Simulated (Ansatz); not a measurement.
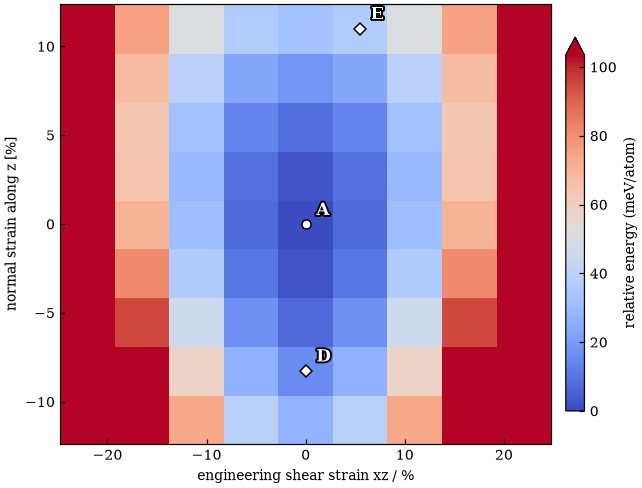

Yb (Fm-3m, No. 225; 1 atom in the cell). The energy is mapped over two homogeneous strains (x, y and z along the cube axes). First axis: engineering shear strain xz. Second axis: normal strain along z. Nothing is relaxed (symmetry fixes all fractional coordinates). The grid has 9 × 9 points; 45 points were computed and 36 follow by symmetry. Points are written as (first, second). Energies are in meV/atom, from the lowest grid point. Computed with DFT PBE, scalar-relativistic, plane waves, PAW in Ansatz. Settings: cutoff 420 eV, k-mesh 14×14×14, gaussian smearing 0.15 eV, no spin polarisation.

Drawn: one coloured cell a grid point, one colour for all values above the top of the scale, lettered points.

> Which space group has the cell at each letter?

A: Fm-3m; D: I4/mmm; E: C2/m.

> Rank the lettered points by energy, lowest first.

A (0 meV/atom), D (16 meV/atom), E (37 meV/atom).
